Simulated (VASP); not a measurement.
# HgIr with revPBE + D3(BJ): from relaxation to properties

What structure does HgIr take at this level, and what are its properties? The steps: rough relaxation of the start cell, full relaxation (revPBE + D3(BJ)), single point with fields (revPBE + D3(BJ)), bands along the symmetry lines (revPBE + D3(BJ)), density of states (revPBE + D3(BJ)) and bands along the symmetry lines (revPBE + D3(BJ) + SOC). The cell is invented: it takes the structure of a Materials Project entry for ZnIr (space group 187 there), with some of its atoms replaced by other elements, volume scaled by an estimate. It may not be a known or stable phase.

Main program and level: VASP 6.6.1; revPBE with D3(BJ); plane waves and PAW (Hg, Ir), in the first sound run; inputs show where later runs differ.

## Step 1: Starting point

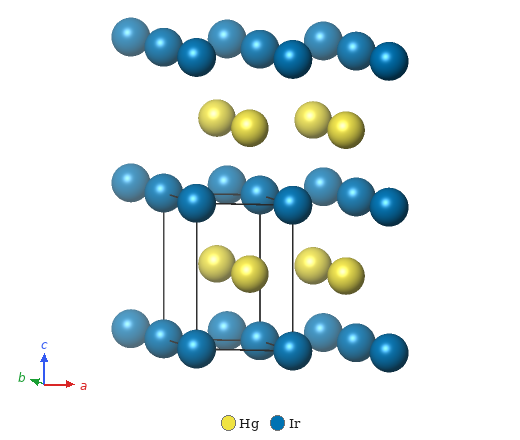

The starting structure, seen slightly off an axis (mercury yellow, iridium blue). 2×2×2 cells are drawn. Some periodic images of atoms are drawn too.

## Step 2: Rough relaxation of the start cell

The start is only an estimate, so a cheap relaxation brings it near a minimum before any careful run. revPBE by itself binds more weakly than PBE and expands cells; dispersion terms fitted to it are the larger for that. A dispersion term adds the long-range attraction that semilocal functionals lack. D3 with Becke-Johnson damping keeps a finite attraction at short range.

Input file INCAR:

```
SYSTEM = HgIr
PREC = Normal
ENCUT = 400
EDIFF = 1E-05
NELM = 60
ISMEAR = 1
SIGMA = 0.2
LREAL = .FALSE.
ALGO = Fast
GGA = RE
IVDW = 12
NBANDS = 16
LORBIT = 11
LWAVE = .FALSE.
LCHARG = .FALSE.
IBRION = 2
NSW = 40
ISIF = 3
EDIFFG = -0.04
```

Input file POSCAR:

```
HgIr
1.0
    3.0375060000      0.0000000000      0.0000000000
   -1.5187530000      2.6305580000      0.0000000000
    0.0000000000      0.0000000000      4.5541740000
Hg Ir
1 1
Direct
    0.6666666700      0.3333333300      0.5000000000
    0.0000000000      0.0000000000      0.0000000000
```

Input file KPOINTS:

```
Automatic mesh
0
Gamma
6 6 4
0 0 0
```

The projector-augmented-wave data sets are Hg and Ir (PBE family, release 64).

Command:

```console
$ mpirun -np 1 vasp_std
```

What it wrote:

```text
[banner, memory and clock lines left out]
running    1 mpi-ranks, on    1 nodes
 distrk:  each k-point on    1 cores,    1 groups
 distr:  one band on    1 cores,    1 groups

 POSCAR found type information on POSCAR HgIr
 POSCAR found :  2 types and       2 ions
|                                                                             |
|               ----> ADVICE to this user running VASP <----                  |
|                                                                             |
|     You enforced a specific xc type in the INCAR file but a different       |
|     [... a line on the potential file left out ...]
|     I HOPE YOU KNOW WHAT YOU ARE DOING!                                     |
|                                                                             |

 LDA part: xc-table for (Slater+PW92), standard interpolation
 POSCAR, INCAR and KPOINTS ok, starting setup
 FFT: planning ... GRIDC
 FFT: planning ... GRID_SOFT
 FFT: planning ... GRID
 WAVECAR not read
 entering main loop
       N       E                     dE             d eps       ncg     rms          rms(c)
DAV:   1     0.135137957193E+03    0.13514E+03   -0.87522E+03   688   0.101E+03
DAV:   2    -0.418831398450E+01   -0.13933E+03   -0.13273E+03   672   0.301E+02
DAV:   3    -0.730111797154E+01   -0.31128E+01   -0.30959E+01   904   0.515E+01
DAV:   4    -0.731655235561E+01   -0.15434E-01   -0.15433E-01   752   0.334E+00
DAV:   5    -0.731682665983E+01   -0.27430E-03   -0.27430E-03   920   0.452E-01    0.115E+01
RMM:   6    -0.694698451846E+01    0.36984E+00   -0.48210E-01   672   0.706E+00    0.729E+00
RMM:   7    -0.687173606270E+01    0.75248E-01   -0.24287E-01   672   0.394E+00    0.240E+00
RMM:   8    -0.686987918380E+01    0.18569E-02   -0.33195E-02   672   0.207E+00    0.220E-01
RMM:   9    -0.686975135566E+01    0.12783E-03   -0.34138E-03   673   0.524E-01    0.175E-01
RMM:  10    -0.686958931338E+01    0.16204E-03   -0.96483E-04   672   0.351E-01    0.104E-01
RMM:  11    -0.686961049417E+01   -0.21181E-04   -0.18978E-04   647   0.102E-01    0.149E-02
RMM:  12    -0.686961366421E+01   -0.31700E-05   -0.27438E-05   495   0.400E-02
   1 F= -.90223598E+01 E0= -.90205028E+01  d E =-.902236E+01
 curvature:   0.00 expect dE= 0.000E+00 dE for cont linesearch  0.000E+00
 trial: gam= 0.00000 g(F)=  0.676E-44 g(S)=  0.634E+00 ort = 0.000E+00 (trialstep = 0.100E+01)
 search vector abs. value=  0.634E+00
 bond charge predicted
       N       E                     dE             d eps       ncg     rms          rms(c)
DAV:   1    -0.147491745341E+02   -0.78796E+01   -0.19835E+02   672   0.173E+02    0.296E+01
RMM:   2    -0.680952510472E+01    0.79396E+01   -0.13917E+01   672   0.405E+01    0.512E+00
RMM:   3    -0.614669520675E+01    0.66283E+00   -0.21536E+00   672   0.119E+01    0.331E+00
RMM:   4    -0.610065347082E+01    0.46042E-01   -0.18234E-01   672   0.456E+00    0.278E+00
RMM:   5    -0.608930901115E+01    0.11344E-01   -0.44498E-02   676   0.179E+00    0.146E+00
RMM:   6    -0.608832373898E+01    0.98527E-03   -0.19145E-02   672   0.163E+00    0.165E-01
RMM:   7    -0.608839024334E+01   -0.66504E-04   -0.28030E-03   678   0.537E-01    0.130E-01
RMM:   8    -0.608843056888E+01   -0.40326E-04   -0.76354E-04   680   0.232E-01    0.101E-01
RMM:   9    -0.608844832382E+01   -0.17755E-04   -0.15630E-04   631   0.951E-02    0.887E-02
RMM:  10    -0.608845405093E+01   -0.57271E-05   -0.67267E-05   558   0.851E-02
   2 F= -.87771565E+01 E0= -.87767109E+01  d E =0.245203E+00
[...]
3 F= -.91642776E+01 E0= -.91637878E+01  d E =-.141918E+00
[...]
4 F= -.91645023E+01 E0= -.91640496E+01  d E =-.142142E+00
[...]
5 F= -.91916825E+01 E0= -.91902332E+01  d E =-.271802E-01
[...]
6 F= -.91918265E+01 E0= -.91905190E+01  d E =-.273242E-01
[...]
7 F= -.91918192E+01 E0= -.91905450E+01  d E =-.273169E-01
[...]
8 F= -.91915983E+01 E0= -.91903339E+01  d E =0.220929E-03
 trial-energy change:    0.000221  1 .order    0.000233   -0.000625    0.001090
 step:   0.3160(harm=  0.3160)  dis= 0.00000  next Energy=    -9.191933 (dE=-0.114E-03)
 bond charge predicted
       N       E                     dE             d eps       ncg     rms          rms(c)
DAV:   1    -0.684359296095E+01    0.65229E-02   -0.69432E-02   672   0.340E+00    0.368E-01
RMM:   2    -0.684081410179E+01    0.27789E-02   -0.51373E-03   672   0.846E-01    0.120E-01
RMM:   3    -0.684058752127E+01    0.22658E-03   -0.87460E-04   672   0.283E-01    0.179E-01
RMM:   4    -0.684054473775E+01    0.42784E-04   -0.82285E-05   612   0.899E-02    0.119E-01
RMM:   5    -0.684053994847E+01    0.47893E-05   -0.23400E-05   477   0.498E-02
   9 F= -.91919346E+01 E0= -.91906595E+01  d E =-.115434E-03
 curvature:  -0.17 expect dE=-0.155E-04 dE for cont linesearch -0.137E-04
 trial: gam= 0.00000 g(F)=  0.597E-44 g(S)=  0.934E-04 ort =-0.250E-03 (trialstep = 0.757E+00)
 search vector abs. value=  0.934E-04
 reached required accuracy - stopping structural energy minimisation
```

Wall time 13 s (1 MPI rank of AMD EPYC 9R14 (Zen 4), shared host); peak memory 0.11 GiB.

The logs omit lines about the potential files and the build; timing stands in the text.

OUTCAR, selected parts (step 2):

```text
ion  position               nearest neighbor table
   1  0.667  0.333  0.500-   2 2.87   2 2.87   2 2.87   2 2.87   2 2.87   2 2.87
   2  0.000  0.000  0.000-   1 2.87   1 2.87   1 2.87   1 2.87   1 2.87   1 2.87

  LATTYP: Found a hexagonal cell.
 ALAT       =     3.0375060000
 C/A-ratio  =     1.4993135816

 Subroutine GETGRP returns: Found 12 space group operations
 (whereof 12 operations were pure point group operations)

The static configuration has the point symmetry D_3h.

 Found     21 irreducible k-points:

   k-points           NKPTS =     21   k-points in BZ     NKDIM =     21   number of bands    NBANDS=     16

   dimension x,y,z NGX =    16 NGY =   16 NGZ =   24
   dimension x,y,z NGXF=    32 NGYF=   32 NGZF=   48

   ENCUT  =  400.0 eV  29.40 Ry    5.42 a.u.   4.95  4.95  7.43*2*pi/ulx,y,z

   NELECT =      21.0000    total number of electrons

 k-points in reciprocal lattice and weights: Automatic mesh
   0.00000000  0.00000000  0.00000000       0.007
   0.16666667  0.00000000  0.00000000       0.042
   0.33333333 -0.00000000  0.00000000       0.042
   0.50000000  0.00000000  0.00000000       0.021
   0.16666667  0.16666667  0.00000000       0.042
   0.33333333  0.16666667  0.00000000       0.083
   0.33333333  0.33333333  0.00000000       0.014
   0.00000000  0.00000000  0.25000000       0.014
   0.16666667  0.00000000  0.25000000       0.083
[...]
0.33333333  0.16666667  0.50000000       0.083
   0.33333333  0.33333333  0.50000000       0.014

 Edisp (eV)   -2.34148

 average (electrostatic) potential at core
       1 -37.3442       2 -51.3783

 E-fermi :   6.6090

 k-point     1 :       0.0000    0.0000    0.0000
  band No.  band energies     occupation
    ...
      8       4.3627      2.00000
      9       4.3627      2.00000
     10       5.3788      2.00000
     11       6.4905      1.83318
     12       6.4905      1.83318
     13      10.4145     -0.00000
     14      20.8382      0.00000
     15      23.3712      0.00000
     16      23.5368      0.00000

 k-point     2 :       0.1667    0.0000    0.0000
  band No.  band energies     occupation
    ...
      7       2.7849      2.00000
      8       4.0491      2.00000
      9       4.2122      2.00000
     10       5.0255      2.00000
     11       6.4405      2.00028
     12       8.6683     -0.00000
     13      10.3811     -0.00000
     14      18.6046      0.00000
     15      21.1836      0.00000
     16      22.3322      0.00000

 k-point     3 :       0.3333   -0.0000    0.0000
  band No.  band energies     occupation
    ...
      7       2.8114      2.00000
      8       3.3431      2.00000
      9       5.1237      2.00000
     10       6.3379      2.06655
     11       6.6457      0.69480
     12      10.5806     -0.00000
     13      11.9147      0.00000
     14      12.5860      0.00000
     15      17.6253      0.00000
     16      19.9195      0.00000

 Edisp (eV)   -2.35139

  Total      -0.04371    -0.04371    -0.00724     0.00000    -0.00000     0.00000
  in kB      -2.09446    -2.09447    -0.34698     0.00000    -0.00000     0.00000
  external pressure =       -1.51 kB  Pullay stress =        0.00 kB

  energy-cutoff  :      400.00
  volume of cell :       33.44
      direct lattice vectors                 reciprocal lattice vectors
     2.893153413  0.000000000  0.000000000     0.345643613  0.199557389  0.000000000
    -1.446576706  2.505544902  0.000000000    -0.000000000  0.399114779  0.000000000
    -0.000000000 -0.000000000  4.612679811    -0.000000000 -0.000000000  0.216793717

 POSITION                                       TOTAL-FORCE (eV/Angst)
 -----------------------------------------------------------------------------------
      1.44658      0.83518      2.30634        -0.000000     -0.000000      0.000000
      0.00000      0.00000      0.00000         0.000000      0.000000     -0.000000
 -----------------------------------------------------------------------------------
    total drift:                               -0.000004      0.000003      0.000000

  FREE ENERGIE OF THE ION-ELECTRON SYSTEM (eV)
  ---------------------------------------------------
  free  energy   TOTEN  =        -9.1919346168 eV

  energy  without entropy=       -9.1881091561  energy(sigma->0) =       -9.19065946

 reached required accuracy - stopping structural energy minimisation

 total charge
# of ion       s       p       d       tot
------------------------------------------
    1        0.754   0.545   9.359  10.659
    2        0.558   0.488   7.023   8.069
--------------------------------------------------
tot          1.312   1.034  16.382  18.728

[... 3 further parts left out ...]
```

CONTCAR:

```
HgIr
   1.00000000000000
     2.8931534129037506    0.0000000000000000    0.0000000000000000
    -1.4465767064518753    2.5055449024653518    0.0000000000000000
    -0.0000000000000000   -0.0000000000000000    4.6126798105570090
  Hg              Ir
     1     1
Direct
     0.6666666699999979    0.3333333300000021    0.5000000000000000
     0.0000000000000000    0.0000000000000000    0.0000000000000000
```

This run has no spin polarisation. Its electron count is odd, so without a moment it is a metal by construction. The k-mesh is coarse for a metal. This relaxation is a rough one on cheap settings, only to bring the start near its minimum. The PAW data sets were made with PBE, which is usual practice but a small mismatch for other functionals. After so large a change of volume the plane waves of the start cell no longer fit, so the final stress carries a basis-set error. Dispersion corrections of this kind ignore metallic screening and tend to overbind metals. The run keeps the 12 symmetry operations of its start, so it cannot find a distortion of lower symmetry.

The steps of the relaxation:

```
step  energy less that of the first step (eV)  largest force (eV/Å)  pressure (GPa)  volume (Å³)
   1                                   0.0000                0.0000          -12.41        36.39
   2                                   0.2452                0.0000           37.32        29.44
   3                                  -0.1419                0.0000            0.81        33.48
   4                                  -0.1421                0.0000            1.18        33.40
   5                                  -0.1693                0.0000            0.44        33.35
   6                                  -0.1695                0.0000            0.52        33.36
   7                                  -0.1695                0.0000            0.48        33.36
   8                                  -0.1692                0.0000           -0.81        33.57
   9                                  -0.1696                0.0000           -0.15        33.44
```

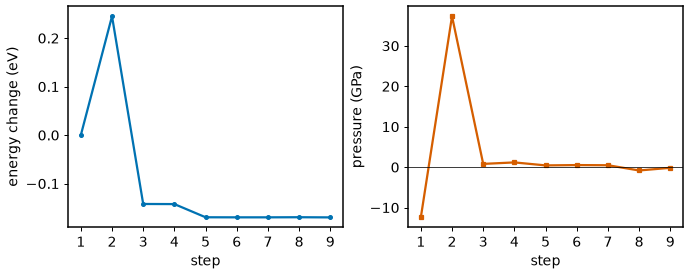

Energy and pressure along the relaxation.

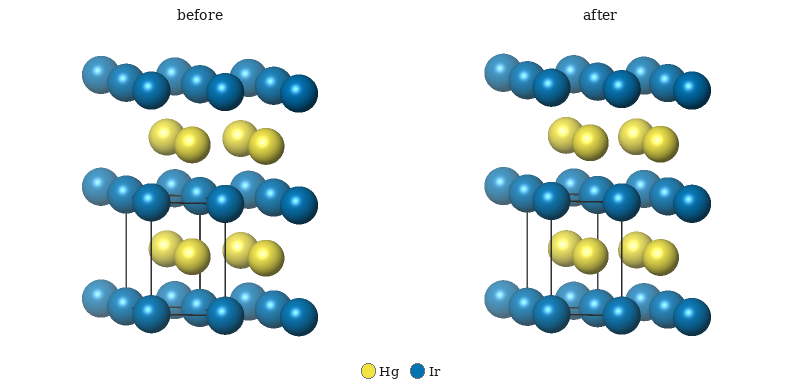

The structure before and after the relaxation, drawn at the same scale.

```
conventional cell, symmetrised  before  after  change
                         a (Å)   3.038  2.893  -4.8 %
                         b (Å)   3.038  2.893  -4.8 %
                         c (Å)   4.554  4.613  +1.3 %
              volume (Å³/atom)   18.19  16.72  -8.1 %
```

Final coordinates:

```xyz
2
Lattice="2.8932 0.0000 0.0000 -1.4466 2.5055 0.0000 0.0000 0.0000 4.6127" Properties=species:S:1:pos:R:3 pbc="T T T"
Hg    1.4466    0.8352    2.3063
Ir    0.0000    0.0000    0.0000
```

Numbers from this step:

* electrons: 21
* bands: 16
* irreducible k points: 21
* symmetry operations: 12
* free energy (TOTEN): -9.192 eV
* energy at zero smearing: -9.191 eV
* Fermi energy: 6.609 eV
* pressure: -0.1512 GPa
* metallic: yes
* SCF cycles over all ionic steps: 62

It ends with forces that vanish by symmetry and a pressure of -0.15 GPa.

[end of part 1 of 4]

[Lines on the potential files, build, host, timing and source positions are cut from VASP's logs without a mark.]

[Logs are printed without paths, hosts, clocks, repeated set-up lines and the standing remarks that a program may print on its own settings, such as how far it seeks lower states.]

[Hosts, paths, dates, database ids (printed as entryN), source tags and the programs' standing remarks are cut or masked in the printed files.]

[A measured line is paired with the nearest computed mode of its activity, which favours agreement.]

[In band tables of VASP the shares of atoms and orbitals are scaled to a sum of 1 inside the atoms' spheres.]
